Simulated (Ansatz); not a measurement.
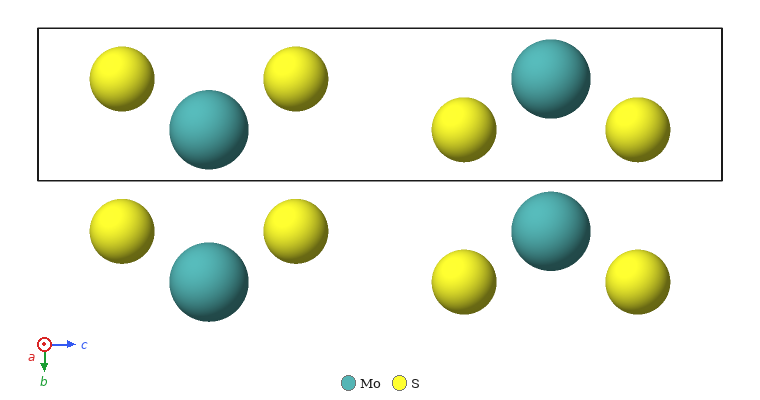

The picture looks along a close-packed row of the hexagonal mesh; c points to the right. Every atom sits on one of the three columns of the mesh; call them A, B, C in the order in which they first turn up. The sequence starts with the first layer at or above the cell's origin.

System MoS₂; source of the atomic positions: the input geometry of an electronic-structure calculation (not necessarily at equilibrium).

Give the sequence of layers in one repeat, with element and column.

Answer. S(A) – Mo(B) – S(A) – S(B) – Mo(A) – S(B) (six layers in 12.32 Å).

How are the S layers alone stacked?

Answer. S layers alone: AABB, a sequence in which some neighbouring layers lie directly above each other.

Which positions between or in the S layers do the other atoms fill?

Answer. Mo: two trigonal-prismatic sites, counted in one hexagonal cell. Two of the four gaps between S layers are empty, 3.03 Å wide.

What short polytype symbol fits?

Answer. Polytype symbol 2H, the symbol of a layered MX2 polytype (number of slabs in the repeat and lattice).

Heights of the layers:

```
layer  atoms (column)  height (Å)  to next (Å)
    1            S(A)        1.52         1.57
    2           Mo(B)        3.08         1.57
    3            S(A)        4.65         3.03
    4            S(B)        7.68         1.57
    5           Mo(A)        9.24         1.57
    6            S(B)       10.81         3.03
```
